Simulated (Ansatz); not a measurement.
## A failed many-body run on CdTe (F-43m)

Aim: the G0W0 gap of CdTe (F-43m). The first input has a fault.

Method: G0W0 on PBE, plane waves, PAW, in Ansatz 0.2.0.

## (1) The structure

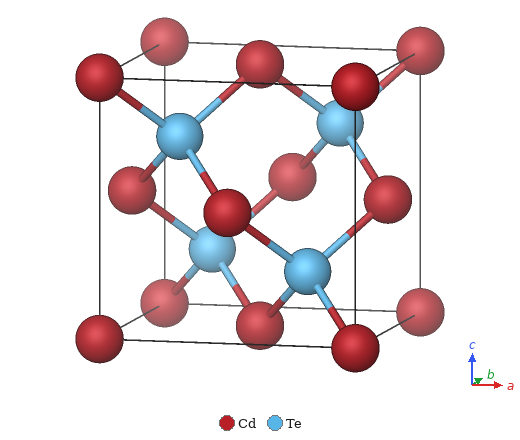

The starting structure, seen slightly off an axis (cadmium red, tellurium blue). This picture shows the conventional cell, with its axes. Bonds to atoms that aren't drawn are left out. Some periodic images of atoms are drawn too.

The cell and positions come from the Crystallography Open Database and are kept as given unless a step says otherwise. Spin-orbit coupling is left out unless a step names it. The default PAW set here is soft_2. Its files were made with PBE.

## (2) First try

input.yaml

```yaml
crystal:
  lattice:
    - [0.0, 3.24, 3.24]
    - [3.24, 0.0, 3.24]
    - [3.24, 3.24, 0.0]
  atoms:
    - { symbol: Cd, position: [0.0, 0.0, 0.0] }
    - { symbol: Te, position: [0.25, 0.25, 0.25] }
kpoints:
  mp_grid: { grid: [4, 4, 4] }
hamiltonian:
  xc: pbe
scf:
  occupations: { method: fixed }
gw:
  n_empty_bands: 110
  ecut_chi: 10
  qp_bands: [v2, c2]
  qp_kpoints: band_edges
  screening: { model: contour_deformation }
```

Run with:

```
$ ansatz run input.yaml --threads 3 --pin off --max-ram 92160MiB --backend cuda --events-out ev --progress --plain --runs-dir out --devices 1 --max-vram 13GiB
```

Numbers of over 12 decimals in the logs are rounded to 6 here.

Output:

```text
GPUs: using 1 of 1 available (devices: 1).
Engine: ansatz 0.2.0, x86_64-unknown-linux-gnu
Pseudopotentials: kind: paw
Pseudopotential: Cd, paw, valence charge 20, recommended cutoff 420 eV (normal), Cd.paw.azcp
Pseudopotential: Te, paw, valence charge 16, recommended cutoff 420 eV (normal), Te.paw.azcp
Functional definition: PBE
  parameter kappa = 0.804
  parameter beta = 0.066725
  exchange = pbe_x(kappa = kappa, mu = beta*pi^2/3)
  correlation = pbe_c(beta = beta)
device memory: the entry about to start is reckoned to put 1.1 GiB on a device that reports 56.6 GiB free (of which the cap on the GPU budget leaves the run 13.0 GiB)
GPU FFT provider: cuFFT
GPU libraries: cuBLAS 13.8.2, cuFFT 12.4.0, cuSOLVER 12.3.4
Crystal: 2 atoms, lattice volume = 68.024 Å³
Basis set: ecut = 420 eV, 1363 PW (Γ)
Bands: 22, of which v1, the nominal top of the filled ones, is band 18 counted from 1 (17 counted from 0)
Symmetry: 24 space group operations
Space group: F-43m (ITA 216), of the structure as read, at distance tolerance 4.1e-5 Å
k-points: 8 of 64 (time reversal used)
Non-local potential: Cd, projectors of the file, l = 0: 3, l = 1: 2, l = 2: 2, l = 3: 1
Non-local potential: Te, projectors of the file, l = 0: 2, l = 1: 2, l = 2: 2, l = 3: 2
PAW form: soft (Blöchl's): semilocal exchange-correlation on the pseudo side does not see the compensation charge
PAW one-centre angular grid: Cd, 590 points (default); XC on 64 Gauss nodes
PAW one-centre angular grid: Te, 590 points (default); XC on 64 Gauss nodes
Initial density: superposition of atomic densities (neutral atoms: chi_scale 0, normalization atom), corrected by the library's trained network
Initial wavefunctions: pseudopotential atomic-orbital guess
GPU buffer pool allocated for 32768 grid points (all kernels)
GPU transforms: local potential and band sums: pruned to the plane-wave sphere, on 30×32×32
Functional: x = pbe(κ = 0.804, μ = 0.219515), c = pbe(β = 0.066725)
SCF iter   1: F=—  HF=-15235.242811 eV  |F-HF|=—  |Δ(HF+E_count)|=         —  Δρ=6.83e-4  dr2=5.87e-4  ethr=1.77e-3  ⟨swp⟩=4.9  Hψ=686  notcnv=0  defer=14
preconditioner: auto → none  [insulator: Δε(μ)=0.753 eV  Ē_g=11.373 eV  n_scr=14 (ndim 8)  ℏωp=19.1 eV  f_vac=0.191  ε∞_Penn≈3.8]
SCF iter   2: F=—  HF=-15235.242897 eV  |F-HF|=—  |Δ(HF+E_count)|=   8.62e-5  Δρ=3.05e-4  dr2=5.50e-5  ethr=1.63e-6  ⟨swp⟩=4.1  Hψ=497  notcnv=0  defer=12
SCF iter   3: F=—  HF=-15235.242932 eV  |F-HF|=—  |Δ(HF+E_count)|=   3.45e-5  Δρ=1.04e-4  dr2=5.48e-6  ethr=1.53e-7  ⟨swp⟩=2.0  Hψ=320  notcnv=0  defer=12
SCF iter   4: F=—  HF=-15235.242954 eV  |F-HF|=—  |Δ(HF+E_count)|=   2.25e-5  Δρ=4.29e-5  dr2=9.66e-7  ethr=1.52e-8  ⟨swp⟩=2.0  Hψ=253  notcnv=0  defer=14
iter 5 did not close the SCF: its close was put off for the readings that it lacked (scf_convergence_deferred on its scf_iter line)
SCF iter   5: F=-15235.242962 eV  HF=-15235.242962 eV  |F-HF|=4.22e-7  |Δ(HF+E_count)|=   8.02e-6  Δρ=9.16e-6  dr2=4.61e-8  ethr=2.68e-9  ⟨swp⟩=2.0  Hψ=251  notcnv=0  defer=16
SCF iter   6: F=-15235.242963 eV  HF=-15235.242963 eV  |F-HF|=3.50e-9  |Δ(HF+E_count)|=   4.90e-7  Δρ=1.06e-6  dr2=1.16e-9  ethr=1.28e-10  ⟨swp⟩=4.6  Hψ=689  notcnv=0
SCF 1 converged in 6 iterations: F = -15235.242963 eV  dr2 = 1.16e-9
[...]
device memory: the entry about to start is reckoned to put 1.6 GiB on a device that reports 55.1 GiB free (of which the cap on the GPU budget leaves the run 13.0 GiB)
NSCF: frozen V_eff on 8 k-points
[...]
device memory: the entry about to start is reckoned to put 3.1 GiB on a device that reports 60.6 GiB free (of which the cap on the GPU budget leaves the run 13.0 GiB)
NSCF: frozen V_eff on 8 k-points
G₀W₀ screening: q 1/8
[... further progress lines ...]
device memory: the entry about to start is reckoned to put 0.4 GiB on a device that reports 62.9 GiB free (of which the cap on the GPU budget leaves the run 13.0 GiB)
NSCF: frozen V_eff on 1 k-points
SCF converged after 6 iterations
Free energy (F): -15235.242963 eV
Harris-Foulkes:  -15235.242963 eV  (|F-HF|=3.50e-9)
Internal energy: -15235.242963 eV  (E = F + TS)
E sigma→0 (E₀):  -15235.242963 eV
Fermi energy:    7.493305 eV
--- Per-component energies (eV) ---
  E_band       = -788.927521
  E_kinetic    = 685.965725
  E_local      = -5419.153341  (includes V_loc(G=0)·N_el)
  E_nonlocal   = -276.664330
  E_hartree    = 2733.827812
  E_xc         = -301.206715
  E_vxc        = -326.025417  (∫ρ·V_xc dr)
  E_paw        = -8745.987678  (= ΣΔE_a)
  E_vpaw       = -920.707399  (= ΣTr[D̂ρ^β])
  E_aug_tail   = -0.000149  (compensation charges beyond the density's cutoff)
  E_ewald      = -3912.024287
  E_smearing   = -0.000000  (= −TS)
  E_closure    = 0.000000  (closes the sum)
  Σ components = -15235.242963   (vs F -15235.242963, Δ=0.00e0)
--- Band table (eV; the first three rows and the last of 8) ---
  k-point 0: bands = [... 14 lower, -0.5564, 7.4933, 7.4933, 7.4933, 8.2549, 12.0932, 12.0932, 12.0932]
  k-point 1: bands = [... 14 lower, -0.5568, 4.7640, 7.0639, 7.0639, 9.4755, 12.6447, 12.6447, 12.8540]
  k-point 2: bands = [... 14 lower, -0.1996, 3.0635, 6.7169, 6.7169, 9.3049, 12.6857, 12.6857, 14.5530]
  k-point 7: bands = [... 14 lower, 0.0230, 3.3010, 5.1687, 5.2940, 11.7422, 12.1727, 13.0480, 13.8033]
--- G₀W₀: contour deformation, 7 samples at zero and on the imaginary axis and 2 off it, 64 q-points, 110 empty bands' worth ---
  eigenvalues of the whole cell's RPA ε∞ on this k-mesh (on a slab, of 1 + 4πα/V) = 27.3326, 27.3326, 27.3326; static W/v taken at q = 0 is 0.036586
  gw.qp_kpoints: band_edges: 5 of 8 stored k-points solved, in 1 pass; an edge of the gap read off the rows below is read off those points alone
    valence top: of the k-points left out ik 5 came nearest to being solved in a further pass, in band 18 (counted from 1, as in the quasiparticle table): it holds the edge there only if its correction is more favourable than any solved in that band by at least 0.807 eV; those differ by 0.141 eV
    conduction bottom: of the k-points left out ik 4 came nearest to being solved in a further pass, in band 19 (counted from 1, as in the quasiparticle table): it holds the edge there only if its correction is more favourable than any solved in that band by at least 1.517 eV; those differ by 0.686 eV
    ik  band        ε_KS         Σx   Σc(E_QP)       V_xc       Z   E_QP_lin       E_QP  E_QP is
     0    17      7.4933   -17.9153     2.1132   -15.8818  0.7746     7.5727     7.5730  root
     0    18      7.4933   -17.9153     2.1132   -15.8818  0.7746     7.5727     7.5730  root
     0    19      8.2549    -9.3458    -3.1287   -13.3112  0.7842     9.1451     9.0916  root
     0    20     12.0932    -6.6148    -3.5710   -10.8472  0.7646    12.8049    12.7546  root
     1    17      7.0639   -17.2942     2.2090   -15.1350  0.7703     7.1136     7.1137  root
     1    18      7.0639   -17.2942     2.2090   -15.1350  0.7703     7.1136     7.1137  root
     1    19      9.4755    -8.7018    -3.1922   -12.6953  0.7791    10.3301    10.2767  root
     1    20     12.6447    -6.7352    -3.7238   -11.1138  0.7616    13.3477    13.2995  root
     2    17      6.7169   -16.9106     2.3287   -14.6120  0.7660     6.7470     6.7470  root
     2    18      6.7169   -16.9106     2.3287   -14.6120  0.7660     6.7470     6.7470  root
     2    19      9.3049    -8.3643    -3.2242   -12.3052  0.7807    10.0964    10.0215  root
     2    20     12.6857    -6.5003    -3.7292   -10.7698  0.7585    13.2508    13.2260  root
     3    17      6.4056   -16.4565     2.3544   -14.0845  0.7618     6.3880     6.3880  root
     3    18      6.4056   -16.4565     2.3544   -14.0845  0.7618     6.3880     6.3880  root
     3    19     10.4297    -8.8765    -3.3059   -12.9953  0.7731    11.2964    11.2426  root
     3    20     10.8230    -6.4731    -3.4045   -10.2715  0.7759    11.2267    11.2169  root
     6    17      5.6269   -15.6794     2.6301   -12.9877  0.7489     5.5650     5.5653  root
     6    18      5.6269   -15.6794     2.6301   -12.9877  0.7489     5.5650     5.5653  root
     6    19     10.0947    -5.9079    -3.3145    -9.3728  0.7807    10.2462    10.2451  root
     6    20     10.1631    -8.0919    -3.2612   -11.9388  0.7769    10.7793    10.7488  root
```

The job ended after 11 s (1 × NVIDIA H100 80GB HBM3 (shared by 6 runs) with 3 threads of AMD EPYC 7R13 (Zen 3), shared host; peak memory 1.1 GiB).

The column dr2 measures how far the density is from self-consistency, as an energy; F and HF (Harris–Foulkes) agree once it is small.

**Diagnosis.**

The run ended normally, though the input holds a fault or crude settings.

The fault: screening cutoff of 10 eV. Nearly all local fields and short-range correlation are left out.

It printed a gap of 1.52 eV, which is an artefact of the settings.

## (3) A better input

G0W0 replaces the xc potential by the self-energy, built once from these orbitals. Only a window of levels is corrected, while the sums run over the empty bands that the input names.

Changes to input.yaml since step 2:

```diff
@@ -15,4 +15,4 @@
 gw:
-  n_empty_bands: 110
-  ecut_chi: 10
+  n_empty_bands: 203
+  ecut_chi: 120
   qp_bands: [v2, c2]
```

Output:

```text
GPUs: using 1 of 1 available (devices: 1).
[...]
GPU FFT provider: cuFFT
GPU libraries: cuBLAS 13.8.2, cuFFT 12.4.0, cuSOLVER 12.3.4
Crystal: 2 atoms, lattice volume = 68.024 Å³
Basis set: ecut = 420 eV, 1363 PW (Γ)
Bands: 22, of which v1, the nominal top of the filled ones, is band 18 counted from 1 (17 counted from 0)
[... 1 set-up line as in the run before ...]
[...]
k-points: 8 of 64 (time reversal used)
[...]
GPU buffer pool allocated for 32768 grid points (all kernels)
[...]
SCF iter   1: F=—  HF=-15235.242811 eV  |F-HF|=—  |Δ(HF+E_count)|=         —  Δρ=6.83e-4  dr2=5.87e-4  ethr=1.77e-3  ⟨swp⟩=4.9  Hψ=686  notcnv=0  defer=14
[...]
SCF iter   6: F=-15235.242963 eV  HF=-15235.242963 eV  |F-HF|=3.50e-9  |Δ(HF+E_count)|=   4.90e-7  Δρ=1.06e-6  dr2=1.16e-9  ethr=1.28e-10  ⟨swp⟩=4.6  Hψ=689  notcnv=0
SCF 1 converged in 6 iterations: F = -15235.242963 eV  dr2 = 1.16e-9
[...]
0    17      7.4933   -17.9153     1.5163   -15.8818  0.7367     6.9557     6.9761  root
     0    18      7.4933   -17.9153     1.5163   -15.8818  0.7367     6.9557     6.9761  root
     0    19      8.2549    -9.3458    -3.8728   -13.3112  0.7586     8.3479     8.3475  root
     0    20     12.0932    -6.6148    -4.1721   -10.8472  0.7406    12.1536    12.1533  root
     1    17      7.0639   -17.2942     1.6110   -15.1350  0.7335     6.4912     6.5157  root
     1    18      7.0639   -17.2942     1.6110   -15.1350  0.7335     6.4912     6.5157  root
     1    19      9.4755    -8.7018    -3.9077   -12.6953  0.7527     9.5616     9.5613  root
     1    20     12.6447    -6.7352    -4.3086   -11.1138  0.7353    12.7150    12.7148  root
[...]
6    17      5.6269   -15.6794     2.0644   -12.9877  0.7148     4.9584     4.9995  root
     6    18      5.6269   -15.6794     2.0644   -12.9877  0.7148     4.9584     4.9995  root
     6    19     10.0947    -5.9079    -3.6163    -9.3728  0.7623     9.9444     9.9433  root
     6    20     10.1631    -8.0919    -3.8108   -11.9388  0.7517    10.1993    10.1992  root
[key lines of the parts left out:]
SCF converged after 6 iterations
Free energy (F): -15235.242963 eV
Fermi energy:    7.493305 eV
```

It took 19 s on 1 × NVIDIA H100 80GB HBM3 (shared by 6 runs) with 3 threads; peak memory 1.2 GiB; 6 s of CPU time.

This step gave:

| Property | Result |
| --- | --- |
| bands summed | 221 |
| RPA ε∞ on this mesh (eigenvalues) | 26.12, 26.12, 26.12 |
| plane waves in the screening matrix | 181 |
| q-points in the mesh | 64 |
| G0W0 gap on the mesh | 1.371 eV |
| k of the valence top | 0, 0, 0 |
| k of the conduction bottom | 0, 0, 0 |
| starting gap on the mesh | 0.7616 eV |
| Z at the valence top | 0.7367 |
| Z at the conduction bottom | 0.7586 |
| least direct G0W0 gap on the computed points | 1.371 eV |

The gap on the mesh goes from 0.76 eV to 1.37 eV, a correction of +0.61 eV. Between the two edge states, bare exchange in place of the xc potential would open the gap by 6.00 eV, and correlation takes back 5.39 eV.

## (4) Summary of results

```
first try  : converged after 11 s
better run : G0W0 gap on the mesh 1.37 eV (4×4×4 mesh, 203 empty bands, screening to 120 eV)
```

The second run differs in: empty bands and screening cutoff (eV). Bands and cutoff are finite, so the gap is not at the basis limit. The miss can reach some tenths of an eV and take either sign; the mesh is an error of its own. The 4×4×4 mesh is coarse for this cell (its supercell is 18 Å along the shortest edge). The RPA ε∞ on it, from the PBE start, is 26.12; such meshes misread the long-range screening, most where the gap is narrow. The RPA ε∞ on this mesh reaches over 25; with a narrow direct gap a coarse mesh can overstate it, and the correction is then too small. The many-body steps are scalar-relativistic: spin-orbit coupling is not in them.

[Paths, hosts, dates, memory and timing lines, banners, echoed tables and standing remarks are left out of the program output.]

[Logs are printed without paths, hosts, clocks, repeated set-up lines and the standing remarks that a program may print on its own settings, such as how far it seeks lower states.]

[Runs of the session that timed out or met a known fault of the program may be left out.]

[Cells called generated may have been cut or substituted from an entry of the Crystallography Open Database or the Materials Project.]

[Hosts, paths, dates, database ids (printed as entryN), source tags and the programs' standing remarks are cut or masked in the printed files.]
